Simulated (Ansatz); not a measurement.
System: CoSi.

Input file:

```
crystal:
  lattice:
    - [2.781334, 0.0, 0.0]
    - [0.0, 2.781334, 0.0]
    - [0.0, 0.0, 2.781334]
  atoms:
    - { symbol: Co, position: [0.0, 0.0, 0.0], spin: 0.6 }
    - { symbol: Si, position: [0.5, 0.5, 0.5] }
magnetization:
  spin_polarized: true
kpoints:
  mp_grid: { grid: [12, 12, 12] }
  band_path:
    path:
      - [0.0, 0.0, 0.0]
      - [0.0, 0.5, 0.0]
      - [0.5, 0.5, 0.0]
      - [0.0, 0.0, 0.0]
      - [0.5, 0.5, 0.5]
      - [0.0, 0.5, 0.0]
      - [0.5, 0.5, 0.5]
      - [0.5, 0.5, 0.0]
    npoints: 8
scf:
  occupations: { method: fermi_dirac, width: 0.03 }
  lower_state_search: "off"
hamiltonian:
  xc: pbe
  pseudopotentials: { kind: paw }
output:
  eigenvalues: false
  eigenstates:
    nscf_kmesh: { grid: [12, 12, 12] }
    top_band: c20
    exchange_couplings: { magnetic: [{ species: Co }] }
  write_density: true
  write_potential: true
  elf: true
  volumetric_format: npy
```

Command:

```sh
ansatz run input.yaml --threads 2 --pin off --max-ram 5120MiB --backend cpu --events-out ev --progress --plain --runs-dir out
```

Below, planes, directions and counts refer to the conventional cell (a = 2.78 Å, b = 2.78 Å, c = 2.78 Å, α = 90.00°, β = 90.00°, γ = 90.00°).

Space group Pm-3m; a structure from a database of computed crystals, not necessarily the ambient phase; spin-polarised.

Computed with DFT, PBE, PAW with Ansatz's default frozen-core files, scalar-relativistic in Ansatz 0.2.0.

What will maps of the valence pseudo-density, electron localisation function and spin density show?

Answer. Co–Si (2.41 Å): ρ at the midpoint is about 0.41 e/Å³; the ELF peaks at about 0.65 in the valence shell of Si, 0.9 Å from its nucleus, and is about 0.45 at the midpoint.
The spin density sits on Co: +0.6 μB in one cell of 2 atoms: parallel main moments, as they must be, since the calculation's own cell holds one magnetic site. The cell of the calculation (2 atoms) carries 0.6 μB of net spin moment.

Metal or insulator at this level of theory?

Answer. It is gapless in this calculation (a metal or semimetal).

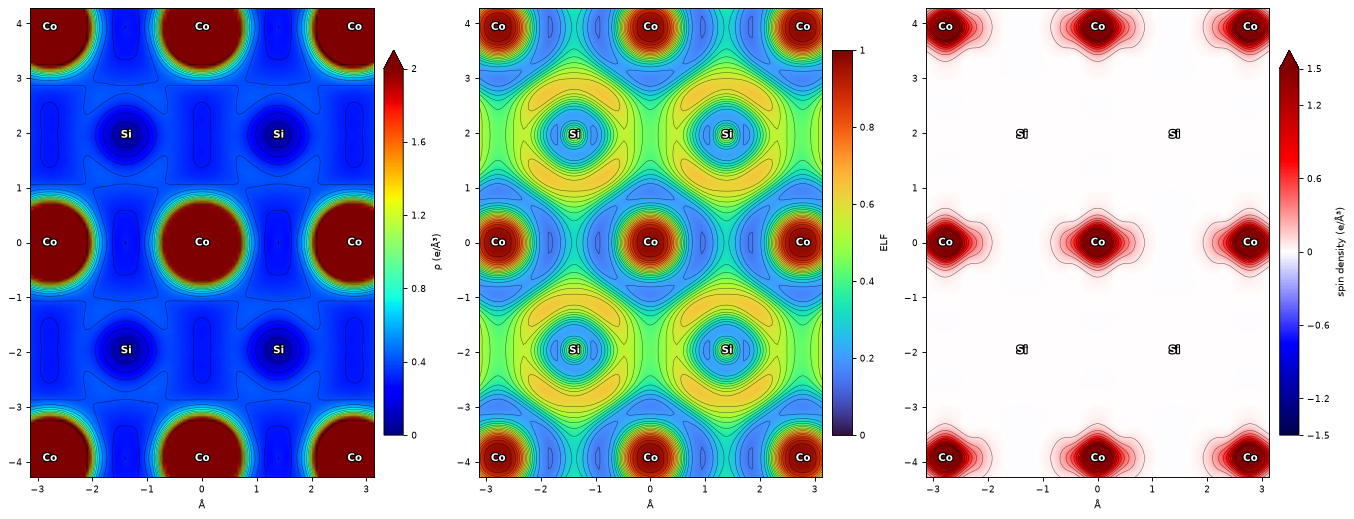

Computed valence pseudo-density, electron localisation function and spin density on the (101̄) plane of the conventional cell, in this order. 
